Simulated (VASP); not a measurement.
## Mending a geometry relaxation on BaS

System: BaS (Fm-3m, 2 atoms in the cell).
Method of run 1: DFT, plane waves, PAW, settings varied from a PBEsol run (VASP 6.6.1).

The structure was built on a prototype by a generator. The run did not end well. The geometry comes from this level: PBE. 

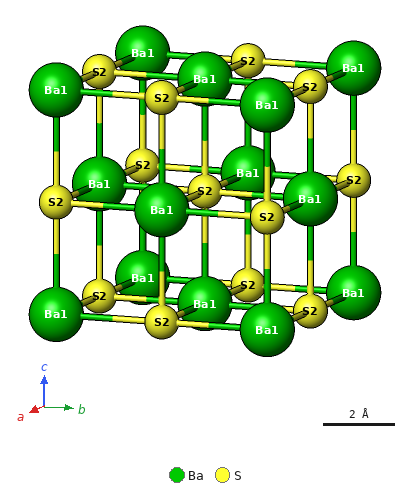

Figure 1. The structure as given in the input (ball-and-stick view of the cell 4 times as large as that of the calculation, set on its symmetry axes, seen slightly off an axis; atoms are numbered from 1 in the order of the input).

INCAR, run 1:
```
ENCUT = 600.000000
SIGMA = 0.020000
EDIFF = 1.00e-07
EDIFFG = -5.00e-03
GGA = PS
PREC = Accurate
IBRION = 2
ISIF = 3
ISMEAR = -1
NBANDS = 15
NSW = 40
LASPH = .TRUE.
LCHARG = .FALSE.
LWAVE = .FALSE.
LREAL = .FALSE.
ISYM = 3
NELM = 87
```

KPOINTS, run 1:
```
KPOINTS created by Atomic Simulation Environment
0
Gamma
6 6 6
0 0 0
```

POSCAR, run 1:
```
Ba S
 1.0000000000000000
    -0.0000000000000000    3.2147893013769591    3.2147893013769591
     3.2147893013769591    0.0000000000000000    3.2147893013769591
     3.2147893013769591    3.2147893013769591    0.0000000000000000
 Ba  S
   1   1
Cartesian
  0.0000000000000000 -0.0000000000000000  0.0000000000000000
  3.2147893013769586  3.2147893013769586  3.2147893013769586
```

Command:
```bash
mpirun -np 1 vasp_std
```

Hardware: 1 CPU thread, shared host.

OSZICAR and lines of OUTCAR (run 1):
```
N       E                     dE             d eps       ncg     rms          rms(c)
DAV:   1     0.872152554778E+02    0.87215E+02   -0.74111E+03   480   0.104E+03
DAV:   2    -0.600204209580E+01   -0.93217E+02   -0.84592E+02   649   0.171E+02
DAV:   3    -0.110286375915E+02   -0.50266E+01   -0.49923E+01   649   0.435E+01
DAV:   4    -0.111469929928E+02   -0.11836E+00   -0.11834E+00   598   0.650E+00
DAV:   5    -0.111496068462E+02   -0.26139E-02   -0.26138E-02   642   0.814E-01
[... from OUTCAR:]
roperly         |
|     initialised                                                             |
|                                                                             |
|     If you are not a developer, you should not encounter this problem.      |
|     Please submit a bug report.                                             |
|                                                                             |
 -----------------------------------------------------------------------------

1
```

> Diagnose this run and give a change of the input that cures it.

Settings chosen away from the usual ones: ISYM = 3; NELM = 87. The run ended with an error.

A run of the same system that converges differs from this input as follows (lines with − go, lines with + come):
```diff
+NELM = 120
-ISYM = 3
-NELM = 87
```

OSZICAR and lines of OUTCAR (run 2):
```
N       E                     dE             d eps       ncg     rms          rms(c)
DAV:   1     0.870373523517E+02    0.87037E+02   -0.73712E+03   480   0.103E+03
DAV:   2    -0.588704447686E+01   -0.92924E+02   -0.83751E+02   695   0.178E+02
DAV:   3    -0.110567912896E+02   -0.51697E+01   -0.51356E+01   660   0.430E+01
DAV:   4    -0.111476915746E+02   -0.90900E-01   -0.90835E-01   634   0.582E+00
DAV:   5    -0.111500003696E+02   -0.23088E-02   -0.23086E-02   650   0.629E-01    0.467E+00
DAV:   6    -0.107225354069E+02    0.42746E+00   -0.56108E-01   550   0.455E+00    0.321E+00
DAV:   7    -0.107141212903E+02    0.84141E-02   -0.13731E-01   635   0.208E+00    0.176E+00
DAV:   8    -0.107194537737E+02   -0.53325E-02   -0.19965E-02   522   0.925E-01    0.234E-01
DAV:   9    -0.107187805984E+02    0.67318E-03   -0.27530E-03   641   0.329E-01    0.113E-01
DAV:  10    -0.107192096971E+02   -0.42910E-03   -0.51037E-04   529   0.156E-01    0.266E-02
DAV:  11    -0.107192165147E+02   -0.68176E-05   -0.43092E-05   613   0.418E-02    0.745E-03
DAV:  12    -0.107192174730E+02   -0.95835E-06   -0.34796E-06   515   0.116E-02    0.650E-03
DAV:  13    -0.107192174118E+02    0.61224E-07   -0.31614E-07   612   0.364E-03
   1 F= -.10719217E+02 E0= -.10719217E+02  d E =-.107192E+02
[... from OUTCAR:]
   NELECT =      16.0000    total number of electrons
 E-fermi :   1.9183
  free  energy   TOTEN  =       -10.7192174118 eV
  energy  without entropy=      -10.7192174118  energy(sigma->0) =      -10.71921741
```

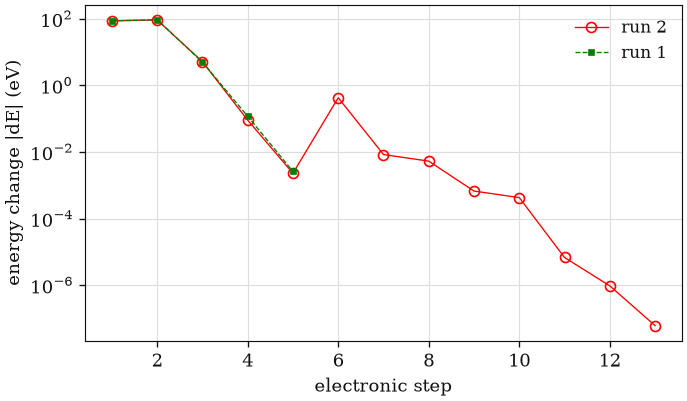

Figure 2. Convergence of the two runs: energy change |dE| against the electronic step. Run 2 takes 13 steps in all, and run 1 stops after 5.

The two runs side by side:

| quantity | run 1 | run 2 |
| --- | --- | --- |
| outcome | error | converged |
| free energy per atom (eV) | – | −5.3596 |
| pressure (GPa) | – | 0.00 |
| volume per atom (Å³) | – | 33.22 |
| largest force (eV/Å) | – | 0.000 |
| SCF iterations | – | 13 |
| irreducible k-points | – | 16 |
